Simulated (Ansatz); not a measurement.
Consider Ge (slab).

Input

```
crystal:
  lattice:
    - [3.9752274049, 0.0, 0.0]
    - [0.0, 5.6218205095, 0.0]
    - [0.0, 0.0, 26.9256822146]
  atoms:
    - { symbol: Ge, position: [0.5, 0.5, 0.2785444744] }
    - { symbol: Ge, position: [0.0, 0.75, 0.2785444744] }
    - { symbol: Ge, position: [0.0, 0.0, 0.3523629829] }
    - { symbol: Ge, position: [0.5, 0.25, 0.3523629829] }
    - { symbol: Ge, position: [0.5, 0.5, 0.4261814915] }
    - { symbol: Ge, position: [0.0, 0.75, 0.4261814915] }
    - { symbol: Ge, position: [0.0, 0.0, 0.5] }
    - { symbol: Ge, position: [0.5, 0.25, 0.5] }
    - { symbol: Ge, position: [0.5, 0.5, 0.5738185085] }
    - { symbol: Ge, position: [0.0, 0.75, 0.5738185085] }
    - { symbol: Ge, position: [0.0, 0.0, 0.6476370171] }
    - { symbol: Ge, position: [0.5, 0.25, 0.6476370171] }
    - { symbol: Ge, position: [0.5, 0.5, 0.7214555256] }
    - { symbol: Ge, position: [0.0, 0.75, 0.7214555256] }
basis:
  ecutwfc: 420
kpoints:
  mp_grid: { grid: [9, 6, 1] }
hamiltonian:
  xc: lda
scf:
  occupations: { method: gaussian, width: 0.1 }
output:
  forces: true
  stress: true
  eigenvalues: true
  write_density: true
  write_potential: true
  elf: true
  volumetric_format: npy
efield:
  axis: 3
  dipole_correction: true
```

Command:

```sh
ansatz run input.yaml --threads 2 --pin off --max-ram 5120MiB --backend cpu --events-out ev --progress --plain --runs-dir out
```

Computed with Ansatz 0.2.0, DFT LDA, scalar-relativistic, plane waves, PAW.

What will maps of the valence pseudo-density and electron localisation function show?

Answer. Ge–Ge (2.43 Å): ρ at the midpoint is about 0.49 e/Å³; the ELF peaks at about 0.70 between the atoms.

Does the calculation give a band gap?

Answer. It is gapless in this calculation (a metal or semimetal).

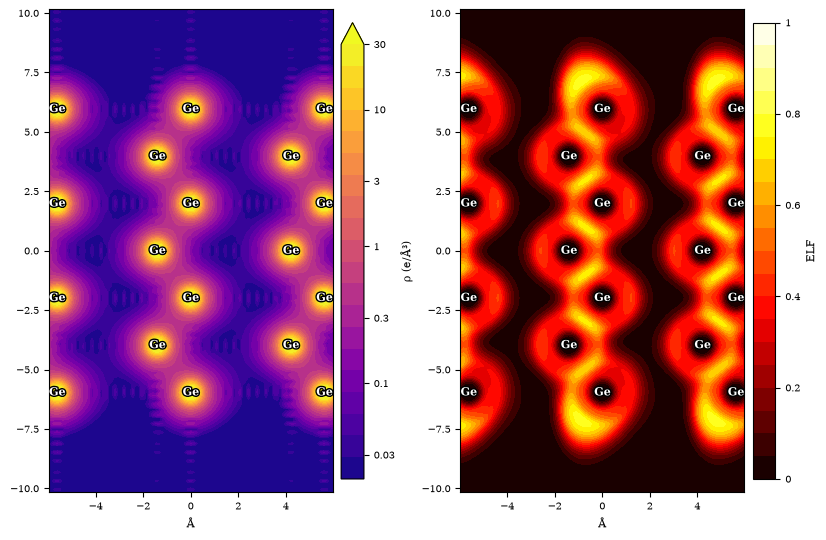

Computed valence pseudo-density and electron localisation function on the (100) plane of the calculation cell, a cut from vacuum to vacuum, in this order. 

The density is the valence pseudo-density of a PAW calculation; it isn't the true density close to the nuclei.
